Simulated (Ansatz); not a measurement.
Al$_{2}$Ga$_{3}$N$_{5}$: single-point calculation

Al$_{2}$Ga$_{3}$N$_{5}$ (10 atoms in the cell), computed with DFT PBE, scalar-relativistic, plane waves, PAW, no spin polarisation (Ansatz 0.2.0).

The structure was made by a generator, so it may or may not be a known phase. Figures and captions count atoms from 1; the log counts them from 0 in places.

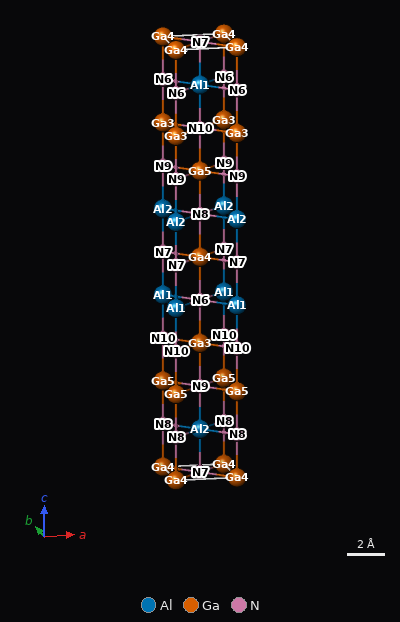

*The structure as given in the input (ball-and-stick view of the cell 2 times as large as that of the calculation, set on its symmetry axes, seen slightly off an axis; atoms are numbered from 1 in the order of the input). An atom can appear more than once, as a periodic image.*

Near neighbours in the periodic cell (some may lie outside the picture): Al has 6 N at 2.40 Å; Ga has 6 N at 2.40 Å; N has 4 Al at 2.40 Å and 2 Ga at 2.40 Å; N has 2 Al at 2.40 Å and 4 Ga at 2.40 Å; N has 1 Al at 2.40 Å and 5 Ga at 2.40 Å.

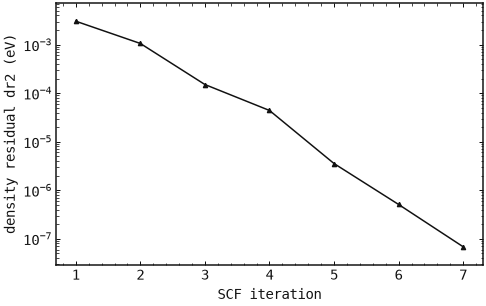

*Convergence of the self-consistent field: density residual dr2 against the SCF iteration.*

The residual falls at every step.

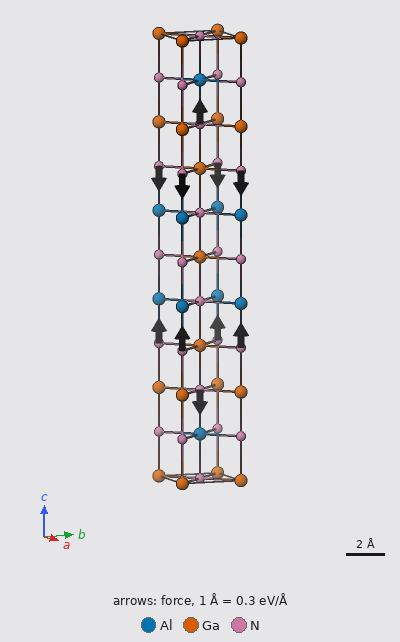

*Forces on the atoms as black arrows (ball-and-stick view of the cell 2 times as large as that of the calculation, set on its symmetry axes, seen slightly off an axis); the smallest are left out.*

The largest act on N9, N10 (0.42 eV/Å). Atoms are counted from 1 in the order of the input and aren't labelled in the picture. The geometry is not a stationary point of this energy.

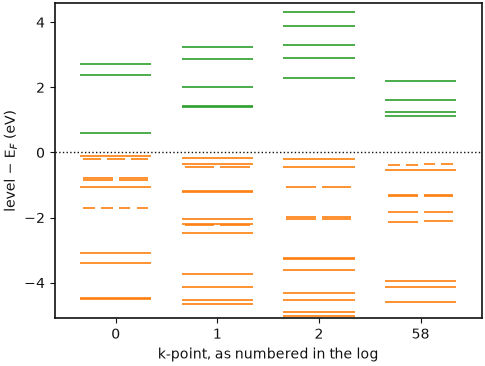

*Kohn–Sham levels near the Fermi level (dotted) at the few k-points that the log prints; levels within 0.02 eV of each other stand side by side.*

The system is metallic on the full mesh.

These pictures come from the run below.

### The input
```yaml
crystal:
  lattice:
    - [-1.69734996, 1.69734996, 12.00207664]
    - [1.69734996, -1.69734996, 12.00207664]
    - [1.69734996, 1.69734996, -12.00207664]
  atoms:
    - { symbol: Al, position: [0.4, 0.4, 0.0] }
    - { symbol: Al, position: [0.6, 0.6, 0.0] }
    - { symbol: Ga, position: [0.8, 0.8, 0.0] }
    - { symbol: Ga, position: [0.0, 0.0, 0.0] }
    - { symbol: Ga, position: [0.2, 0.2, 0.0] }
    - { symbol: "N", position: [0.9, 0.9, 0.0] }
    - { symbol: "N", position: [0.5, 0.5, 0.0] }
    - { symbol: "N", position: [0.1, 0.1, 0.0] }
    - { symbol: "N", position: [0.7, 0.7, 0.0] }
    - { symbol: "N", position: [0.3, 0.3, 0.0] }
basis:
  ecutwfc: 420
kpoints:
  mp_grid: { grid: [8, 8, 8] }
hamiltonian:
  xc: pbe
scf:
  occupations: { method: gaussian, width: 0.1 }
  lower_state_search: "off"
output:
  forces: true
  stress: true
  eigenvalues: true
```

Command:
```bash
ansatz run input.yaml --threads 4 --pin off --max-ram 8192MiB --backend cpu --events-out ev --progress --plain --runs-dir out
```

### Output
```
basis.fft_grid_basis auto: the FFT boxes are laid along the combinations [[1, 0, 1], [0, 1, 1], [0, 0, 1]] of the cell's own vectors, 3.395, 3.395 and 12.240 Å long. The dense box has 24×24×90 points. Along the cell's own vectors, as sized, it would have 90×90×90, 14.06 times as many. Of the 16 symmetry operations that the crystal satisfies within crystal.symmetry.tolerance (time reversal apart; of a slab, those that keep its plane) the dense box along the cell's own vectors carries 16, and the one as laid loses 12 of those. basis.fft_grid_basis: typed keeps the cell's own vectors: state it where this run's energies or levels are differenced outside the engine with another run's, or held beside a run that keeps those vectors.
Engine: ansatz 0.2.0, x86_64-unknown-linux-gnu
Pseudopotentials: kind: paw
Pseudopotential: Al, paw, valence charge 3, recommended cutoff 420 eV (normal), Al.paw.azcp
Pseudopotential: Ga, paw, valence charge 13, recommended cutoff 420 eV (normal), Ga.paw.azcp
Pseudopotential: N, paw, valence charge 5, recommended cutoff 420 eV (normal), N.paw.azcp
Functional definition: PBE
  parameter kappa = 0.804
  parameter beta = 0.06672455060314922
  exchange = pbe_x(kappa = kappa, mu = beta*pi^2/3)
  correlation = pbe_c(beta = beta)
Crystal: 10 atoms, lattice volume = 138.312 Å³
Basis set: ecut = 420 eV, 2681 PW (Γ), FFT grids on a1+a3, a2+a3, a3, exchange–correlation on 48×48×180 points (8 copies of the dense FFT grid, shifted against one another)
Bands: 45, of which v1, the nominal top of the filled ones, is band 35 counted from 1 (34 counted from 0)
Symmetry: 16 space group operations
Space group: I4/mmm (ITA 139), of the structure as read, at distance tolerance 5.2e-5 Å
k-points: 59 of 512
Non-local potential: Al, projectors of the file, l = 0: 2, l = 1: 2, l = 2: 1
Non-local potential: Ga, projectors of the file, l = 0: 2, l = 1: 2, l = 2: 3, l = 3: 1
Non-local potential: N, projectors of the file, l = 0: 2, l = 1: 2, l = 2: 1
PAW form: soft (Blöchl's): semilocal exchange-correlation on the pseudo side does not see the compensation charge
PAW one-centre angular grid: Al, 110 points (default); XC on 64 Gauss nodes
PAW one-centre angular grid: Ga, 590 points (default); XC on 64 Gauss nodes
PAW one-centre angular grid: N, 110 points (default); XC on 64 Gauss nodes
Initial density: superposition of atomic densities (neutral atoms: chi_scale 0, normalization atom), corrected by the library's trained network
Initial wavefunctions: pseudopotential atomic-orbital guess
Functional: x = pbe(κ = 0.804, μ = 0.2195149727645171), c = pbe(β = 0.06672455060314922)
SCF iter   1: F=—  HF=-14340.715764 eV  |F-HF|=—  |Δ(HF+E_count)|=         —  Δρ=1.26e-3  dr2=3.05e-3  ethr=1.77e-3  ⟨swp⟩=7.9  Hψ=10809  notcnv=0  defer=21
preconditioner: auto → Kerker (q_TF=auto, 2.436 Å⁻¹)  [metal: Δε(μ)=0.024 eV  Ē_g=13.448 eV  σ=0.100 eV  W_gap=0.13  n_scr=32 (ndim 8)  ℏωp=26.4 eV  f_vac=0.000  D(μ)=2.45/eV (n_scr^D=6)]
SCF iter   2: F=—  HF=-14340.714633 eV  |F-HF|=—  |Δ(HF+E_count)|=   1.13e-3  Δρ=6.57e-4  dr2=1.06e-3  ethr=4.36e-6  ⟨swp⟩=1.4  Hψ=3472  notcnv=0  defer=32
SCF iter   3: F=—  HF=-14340.714835 eV  |F-HF|=—  |Δ(HF+E_count)|=   2.03e-4  Δρ=2.14e-4  dr2=1.51e-4  ethr=1.51e-6  ⟨swp⟩=2.3  Hψ=4325  notcnv=0  defer=32
SCF iter   4: F=—  HF=-14340.714788 eV  |F-HF|=—  |Δ(HF+E_count)|=   4.66e-5  Δρ=1.22e-4  dr2=4.41e-5  ethr=2.15e-7  ⟨swp⟩=2.2  Hψ=3714  notcnv=0  defer=32
SCF iter   5: F=—  HF=-14340.714757 eV  |F-HF|=—  |Δ(HF+E_count)|=   3.18e-5  Δρ=3.99e-5  dr2=3.55e-6  ethr=6.30e-8  ⟨swp⟩=2.0  Hψ=3301  notcnv=0  defer=32
SCF iter   6: F=—  HF=-14340.714757 eV  |F-HF|=—  |Δ(HF+E_count)|=   5.04e-7  Δρ=1.47e-5  dr2=5.09e-7  ethr=5.07e-9  ⟨swp⟩=2.8  Hψ=4514  notcnv=0  defer=32
SCF iter   7: F=-14340.714757 eV  HF=-14340.714757 eV  |F-HF|=3.11e-8  |Δ(HF+E_count)|=   1.50e-8  Δρ=4.56e-6  dr2=6.83e-8  ethr=1.43e-10  ⟨swp⟩=11.3  Hψ=10869  notcnv=0
SCF 1 converged in 7 iterations: F = -14340.714757 eV  dr2 = 6.83e-8
  greatest PAW one-centre occupation: 0.996 electrons in one spin orbital (limit 2), on the Ga atom at site 4 (counted from 0), in its partial waves of l = 2
SCF converged after 7 iterations
Free energy (F): -14340.714757 eV
Harris-Foulkes:  -14340.714757 eV  (|F-HF|=3.11e-8)
Internal energy: -14340.702214 eV  (E = F + TS)
E sigma→0 (E₀):  -14340.708486 eV
Entropy (-TS):   -0.012543 eV (-1.254 meV/atom)
Fermi energy:    6.614399 eV
--- Per-component energies (eV) ---
  E_band       = -164.162100
  E_kinetic    = 988.422635
  E_local      = -7546.351142  (includes V_loc(G=0)·N_el)
  E_nonlocal   = 1529.983101
  E_hartree    = 3404.815292
  E_xc         = -565.496956
  E_vxc        = -585.941597  (∫ρ·V_xc dr)
  E_paw        = -7547.773452  (= ΣΔE_a)
  E_vpaw       = -1359.897088  (= ΣTr[D̂ρ^β])
  E_aug_tail   = -0.000176  (compensation charges beyond the density's cutoff)
  E_ewald      = -4604.301517
  E_smearing   = -0.012543  (= −TS)
  E_closure    = -0.000000  (closes the sum)
  Σ components = -14340.714757   (vs F -14340.714757, Δ=0.00e0)
--- Forces (eV/Å), atoms counted from 1 ---
  atom   1  Al     0.00000000    -0.00000000     0.03740282
  atom   2  Al     0.00000000     0.00000000    -0.03740282
  atom   3  Ga    -0.00000000     0.00000000    -0.03970723
  atom   4  Ga     0.00000000     0.00000000    -0.00000000
  atom   5  Ga     0.00000000     0.00000000     0.03970723
  atom   6  N      0.00000000     0.00000000    -0.01624532
  atom   7  N     -0.00000000     0.00000000    -0.00000000
  atom   8  N     -0.00000000    -0.00000000     0.01624532
  atom   9  N      0.00000000     0.00000000    -0.41849151
  atom  10  N      0.00000000     0.00000000     0.41849151
  max |Σ_I F_I| component: 1.67e-16 eV/Å
--- Stress (GPa, compression-positive) ---
      -36.026535       0.000000       0.000000
        0.000000     -36.026535       0.000000
       -0.000000      -0.000000     -35.780893
  P = ⅓ Tr σ = -35.9447 GPa (-359.447 kbar)
--- Band table (eV; the first three rows and the last of 59) ---
  k-point 0: bands = ["-7.9165", "-7.7955", "-7.6762", "-7.6232", "-7.5983", "-7.5976", "-7.5626", "-7.5626", "-7.5382", "-7.5293", "-7.5293", "-7.5194", "-7.5164", "-7.5162", "-7.5162", "-7.4791", "-6.8154", "-6.8001", "-5.4187", "-5.3159", "2.1209", "2.1576", "3.2225", "3.5322", "4.9086", "4.9086", "4.9186", "4.9186", "5.5671", "5.7775", "5.7775", "5.8309", "5.8309", "6.4241", "6.4241", "6.4252", "6.5202", "7.1974", "8.9959", "9.3358", "13.1371", "13.3889", "13.5597", "13.5876", "14.5927"]
  k-point 1: bands = ["-7.8617", "-7.7543", "-7.6361", "-7.6073", "-7.5845", "-7.5829", "-7.5787", "-7.5673", "-7.5648", "-7.5417", "-7.5383", "-7.5345", "-7.5333", "-7.5305", "-7.5175", "-7.2106", "-6.6290", "-6.6228", "-5.3812", "-5.2877", "1.9710", "2.0703", "2.4805", "2.8925", "4.1465", "4.3763", "4.3857", "4.4234", "4.5563", "5.3914", "5.4167", "6.1530", "6.1551", "6.2751", "6.4368", "7.9996", "8.0478", "8.6247", "9.4839", "9.8516", "13.1515", "13.2623", "13.6758", "13.8306", "14.0698"]
  k-point 2: bands = ["-7.8095", "-7.7255", "-7.7079", "-7.6482", "-7.5872", "-7.5862", "-7.5757", "-7.5583", "-7.5576", "-7.5527", "-7.5516", "-7.5461", "-7.5429", "-7.5429", "-7.5198", "-6.4548", "-6.1077", "-6.0407", "-5.2799", "-5.1865", "1.5981", "1.7169", "2.0785", "2.3060", "3.0147", "3.3385", "3.3588", "4.5610", "4.5791", "4.6384", "4.6445", "5.5446", "5.5470", "6.1638", "6.4221", "8.9105", "9.5254", "9.9210", "10.4998", "10.9290", "11.8166", "12.0403", "12.8095", "12.8456", "13.1589"]
  k-point 58: bands = ["-7.9179", "-7.7917", "-7.6743", "-7.6232", "-7.5983", "-7.5977", "-7.5626", "-7.5626", "-7.5382", "-7.5294", "-7.5294", "-7.5194", "-7.5164", "-7.5161", "-7.5161", "-7.3247", "-7.2920", "-6.1432", "-6.0185", "-5.0522", "2.0229", "2.4739", "2.6637", "4.4918", "4.5070", "4.7736", "4.7736", "5.2764", "5.2764", "5.3158", "5.3158", "6.0740", "6.2371", "6.2371", "6.2569", "6.2569", "7.7228", "7.8430", "8.2181", "8.8248", "13.0571", "13.3945", "13.4724", "13.5477", "14.9629"]
```

### Summary

| quantity | value |
| --- | --- |
| outcome | converged |
| space group (tolerance 0.01 Å) | I4/mmm (139) |
| electrons treated | 70 |
| free energy | −14340.7148 eV |
| Fermi energy | 6.614 eV |
| gap on the k-point mesh | none (metallic) |
| pressure | −35.94 GPa |
| largest force (length of the vector) | 0.418 eV/Å |
| hardware | 4 threads of Intel Xeon @ 2.50GHz (Skylake/Cascade Lake), 189 GiB of memory available, shared host |
| wall time | 13 s (CPU time 49 s) |
| peak memory | 0.67 GiB |

### Remarks

The cell is under a tension of 36 GPa at this level, so it is not at its equilibrium volume.
